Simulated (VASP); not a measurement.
**Single-point calculation, with input and output: AlNi (part 2 of 2)**

Continued. System: AlNi (Cmmm, 2 atoms in the cell). Method: Kohn-Sham DFT of a periodic cell, LDA, spin-orbit coupling, VASP PAW LDA potentials, recommended (VASP 6.6.1); cutoff 520 eV, 5×5×5 k-mesh, methfessel-paxton of 0.05 eV, non-collinear spins. The structure derives from a Materials Project entry.

Geometry of the input (Å; fractional positions):
```
1.9387  -1.9532  0.0000
1.9387  1.9532  0.0000
0.0000  0.0000  3.0994
Al 0.0000  0.0000  0.0000
Ni 0.5000  0.5000  0.5000
```

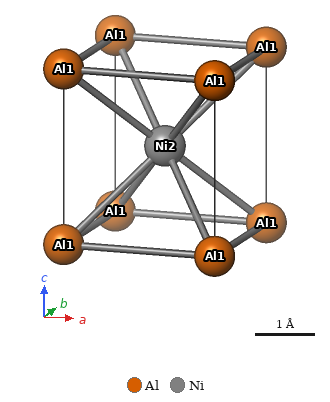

*The structure as given in the input (ball-and-stick view of the cell of the calculation, seen slightly off an axis; atoms are numbered from 1 in the order of the input). An atom can appear more than once, as a periodic image.*

Parts of OUTCAR, continued
```
 E-fermi :   9.8306     XC(G=0): -12.3939     alpha+bet :-17.9709

 val. band max:        9.7991005336   @ k =   0.2000   0.4000  -0.4000
 cond. band min:       9.8474251197   @ k =   0.2000   0.4000   0.0000
 fundamental gap:      0.0483245860
 Fermi energy:         9.8306012395

 k-point     1 :       0.0000    0.0000    0.0000
  band No.  band energies     occupation
      1      -1.2370      1.00000
      2      -1.2271      1.00000
      3       6.5120      1.00000
      4       6.5543      1.00000
      5       6.5690      1.00000
      6       6.6328      1.00000
      7       8.2158      1.00000
      8       8.2245      1.00000
      9       8.3001      1.00000
     10       8.3091      1.00000
     11       8.5438      1.00000
     12       8.5823      1.00000
     13      12.9232      0.00000
     14      12.9316      0.00000
     15      16.9715      0.00000
     16      16.9764      0.00000
     17      17.0727      0.00000
     18      17.0772      0.00000
     19      17.2196      0.00000
     20      17.2436      0.00000
     21      18.7021      0.00000
     22      18.7270      0.00000
     23      24.4619      0.00000
     24      24.4741      0.00000
     25      30.3272      0.00000

 k-point     2 :       0.2000    0.0000    0.0000
  band No.  band energies     occupation
      1      -0.4392      1.00000
      2      -0.4293      1.00000
      3       6.5486      1.00000
      4       6.6009      1.00000
      5       6.7157      1.00000
      6       6.7644      1.00000
      7       7.7888      1.00000
      8       7.8245      1.00000
      9       8.2277      1.00000
     10       8.2672      1.00000
     11       8.3304      1.00000
     12       8.3692      1.00000
     13      12.4809      0.00000
     14      12.5081      0.00000
     15      14.0518      0.00000
     16      14.0625      0.00000
     17      17.4929      0.00000
     18      17.5133      0.00000
     19      17.9539      0.00000
     20      17.9655      0.00000
     21      21.3830      0.00000
     22      21.3989      0.00000
     23      25.4113      0.00000
     24      25.4223      0.00000
     25      27.9287      0.00000

 k-point     3 :       0.0000    0.2000    0.0000
  band No.  band energies     occupation
      1      -0.4392      1.00000
      2      -0.4293      1.00000
      3       6.5487      1.00000
      4       6.6008      1.00000
      5       6.7156      1.00000
      6       6.7645      1.00000
      7       7.7887      1.00000
      8       7.8247      1.00000
      9       8.2375      1.00000
     10       8.2508      1.00000
     11       8.3467      1.00000
     12       8.3595      1.00000
     13      12.4810      0.00000
     14      12.5081      0.00000
     15      14.0518      0.00000
     16      14.0625      0.00000
     17      17.4929      0.00000
     18      17.5133      0.00000
     19      17.9539      0.00000
     20      17.9655      0.00000
     21      21.3830      0.00000
     22      21.3988      0.00000
     23      25.4113      0.00000
     24      25.4223      0.00000
     25      27.9277      0.00000

 k-point     4 :       0.4000    0.0000    0.0000
  band No.  band energies     occupation
      1       1.8369      1.00000
      2       1.8478      1.00000
      3       4.9977      1.00000
      4       5.0172      1.00000
      5       7.0291      1.00000
      6       7.0815      1.00000
      7       7.2350      1.00000
      8       7.2698      1.00000
      9       7.8684      1.00000
     10       7.9061      1.00000
     11       8.3695      1.00000
     12       8.4090      1.00000
     13       9.7014      1.00079
     14       9.7640      1.03394
     15      16.6485      0.00000
     16      16.6599      0.00000
     17      17.9011      0.00000
     18      17.9125      0.00000
     19      20.3743      0.00000
     20      20.3868      0.00000
     21      20.7061      0.00000
     22      20.7186      0.00000
     23      23.0062      0.00000
     24      23.0212      0.00000
     25      24.1166      0.00000

 k-point     5 :       0.0000    0.4000    0.0000
  band No.  band energies     occupation
      1       1.8369      1.00000
      2       1.8478      1.00000
      3       4.9977      1.00000
      4       5.0172      1.00000
      5       7.0297      1.00000
      6       7.0804      1.00000
      7       7.2368      1.00000
      8       7.2685      1.00000
      9       7.8686      1.00000
     10       7.9060      1.00000
     11       8.3696      1.00000
     12       8.4090      1.00000
     13       9.7015      1.00079
     14       9.7640      1.03393
     15      16.6485      0.00000
     16      16.6599      0.00000
     17      17.9012      0.00000
     18      17.9125      0.00000
     19      20.3743      0.00000
     20      20.3868      0.00000
     21      20.7061      0.00000
     22      20.7186      0.00000
     23      23.0062      0.00000
     24      23.0212      0.00000
     25      24.1144      0.00000

 [... the levels of 18 k-points are left out ...]

 k-point    24 :      -0.2000   -0.2000    0.2000
  band No.  band energies     occupation
      1       0.9421      1.00000
      2       0.9522      1.00000
      3       6.6209      1.00000
      4       6.6541      1.00000
      5       6.8488      1.00000
      6       6.9027      1.00000
      7       7.5908      1.00000
      8       7.6204      1.00000
      9       7.7766      1.00000
     10       7.8114      1.00000
     11       7.9992      1.00000
     12       8.0375      1.00000
     13      11.7870      0.00000
     14      11.8117      0.00000
     15      13.1362      0.00000
     16      13.1636      0.00000
     17      14.8326      0.00000
     18      14.8486      0.00000
     19      21.6541      0.00000
     20      21.6686      0.00000
     21      22.0004      0.00000
     22      22.0113      0.00000
     23      22.9890      0.00000
     24      23.0005      0.00000
     25      25.0225      0.00000

 [... further k-points ...]

------------------------ aborting loop because EDIFF is reached ----------------------------------------

  FORCE on cell =-STRESS in cart. coord.  units (eV):
  Direction    XX          YY          ZZ          XY          YZ          ZX
  --------------------------------------------------------------------------------------
  -------------------------------------------------------------------------------------
  Total       -0.3850052     -0.6124785     -1.1937962     -0.0000011     -0.0000006      0.0000030
  in kB      -26.2791653    -41.8057306    -81.4845369     -0.0000760     -0.0000429      0.0002069
  external PRESSURE =     -49.8564776 kB  Pullay stress =       0.0000000 kB

 VOLUME and BASIS-vectors are now :
 -----------------------------------------------------------------------------
  energy-cutoff  :      520.00
  volume of cell :       23.47
      direct lattice vectors                 reciprocal lattice vectors
     1.938694000 -1.953190000  0.000000000     0.257905580 -0.255991481  0.000000000
     1.938694000  1.953190000  0.000000000     0.257905580  0.255991481  0.000000000
     0.000000000  0.000000000  3.099430000     0.000000000  0.000000000  0.322639969

 POSITION                                       TOTAL-FORCE (eV/Angst)
 -----------------------------------------------------------------------------------
      0.00000      0.00000      0.00000        -0.000000      0.000000      0.000000
      1.93869      0.00000      1.54971         0.000000      0.000000      0.000000
 -----------------------------------------------------------------------------------
    total drift:                                0.000000      0.000000      0.000000

  FREE ENERGIE OF THE ION-ELECTRON SYSTEM (eV)
  ---------------------------------------------------
  free  energy   TOTEN  =       -12.1143139489 eV

  energy  without entropy=      -12.1146978082  energy(sigma->0) =      -12.11444190

 orbital moment (x)

 # of ion     p       d       tot
 ----------------------------------------
  1         0.000   0.000   0.000
  2         0.000   0.002   0.002
 ----------------------------------------
            0.000   0.002   0.002

 orbital moment (y)

 # of ion     p       d       tot
 ----------------------------------------
  1         0.000   0.000   0.000
  2         0.000   0.002   0.002
 ----------------------------------------
            0.000   0.002   0.002

 orbital moment (z)

 # of ion     p       d       tot
 ----------------------------------------
  1         0.000   0.000   0.000
  2        -0.000   0.000   0.000
 ----------------------------------------
            0.000   0.000   0.000

 Spin-Orbit-Coupling matrix elements

 Ion:    1  E_soc:     -0.0001914
 l=   1
     0.0000000    -0.0000297    -0.0000358
    -0.0000297     0.0000000    -0.0000301
    -0.0000358    -0.0000301     0.0000000
 l=   2
     0.0000000     0.0000000     0.0000000     0.0000000     0.0000000
     0.0000000     0.0000000     0.0000000     0.0000000     0.0000000
     0.0000000     0.0000000     0.0000000     0.0000000     0.0000000
     0.0000000     0.0000000     0.0000000     0.0000000     0.0000000
     0.0000000     0.0000000     0.0000000     0.0000000     0.0000000
 l=   3
     0.0000000     0.0000000     0.0000000     0.0000000     0.0000000     0.0000000     0.0000000
     0.0000000     0.0000000     0.0000000     0.0000000     0.0000000     0.0000000     0.0000000
     0.0000000     0.0000000     0.0000000     0.0000000     0.0000000     0.0000000     0.0000000
     0.0000000     0.0000000     0.0000000     0.0000000     0.0000000     0.0000000     0.0000000
     0.0000000     0.0000000     0.0000000     0.0000000     0.0000000     0.0000000     0.0000000
     0.0000000     0.0000000     0.0000000     0.0000000     0.0000000     0.0000000     0.0000000
     0.0000000     0.0000000     0.0000000     0.0000000     0.0000000     0.0000000     0.0000000

 Ion:    2  E_soc:     -0.0140701
 l=   1
     0.0000000    -0.0003581    -0.0003526
    -0.0003581     0.0000000    -0.0003603
    -0.0003526    -0.0003603     0.0000000
 l=   2
     0.0000000    -0.0004657     0.0000000    -0.0004651    -0.0016892
    -0.0004657     0.0000000    -0.0012072    -0.0003459    -0.0002937
     0.0000000    -0.0012072     0.0000000    -0.0012036     0.0000000
    -0.0004651    -0.0003459    -0.0012036     0.0000000    -0.0002936
    -0.0016892    -0.0002937     0.0000000    -0.0002936     0.0000000
 l=   3
     0.0000000     0.0000000     0.0000000     0.0000000     0.0000000     0.0000000     0.0000000
     0.0000000     0.0000000     0.0000000     0.0000000     0.0000000     0.0000000     0.0000000
     0.0000000     0.0000000     0.0000000     0.0000000     0.0000000     0.0000000     0.0000000
     0.0000000     0.0000000     0.0000000     0.0000000     0.0000000     0.0000000     0.0000000
     0.0000000     0.0000000     0.0000000     0.0000000     0.0000000     0.0000000     0.0000000
     0.0000000     0.0000000     0.0000000     0.0000000     0.0000000     0.0000000     0.0000000
     0.0000000     0.0000000     0.0000000     0.0000000     0.0000000     0.0000000     0.0000000

 total charge

# of ion       s       p       d       tot
------------------------------------------
    1        0.391   0.429   0.000   0.820
    2        0.491   0.543   8.480   9.513
--------------------------------------------------
tot          0.882   0.972   8.480  10.333

 magnetization (x)

# of ion       s       p       d       tot
------------------------------------------
    1        0.000   0.002   0.000   0.002
    2        0.002   0.002   0.034   0.038
--------------------------------------------------
tot          0.002   0.003   0.034   0.040

 magnetization (y)

# of ion       s       p       d       tot
------------------------------------------
    1        0.000   0.002   0.000   0.002
    2        0.002   0.002   0.035   0.038
--------------------------------------------------
tot          0.002   0.003   0.035   0.040

 magnetization (z)

# of ion       s       p       d       tot
------------------------------------------
    1        0.000   0.000   0.000   0.000
    2        0.000   0.000   0.000   0.000
--------------------------------------------------
tot          0.000   0.000   0.000   0.000
```

CONTCAR
```
AlNi
   1.00000000000000
     1.9386939999999999   -1.9531900000000000    0.0000000000000000
     1.9386939999999999    1.9531900000000000    0.0000000000000000
     0.0000000000000000    0.0000000000000000    3.0994299999999999
  Al              Ni
     1     1
Direct
     0.0000000000000000    0.0000000000000000    0.0000000000000000
     0.5000000000000000    0.5000000000000000    0.5000000000000000

  0.00000000E+00  0.00000000E+00  0.00000000E+00
  0.00000000E+00  0.00000000E+00  0.00000000E+00
```
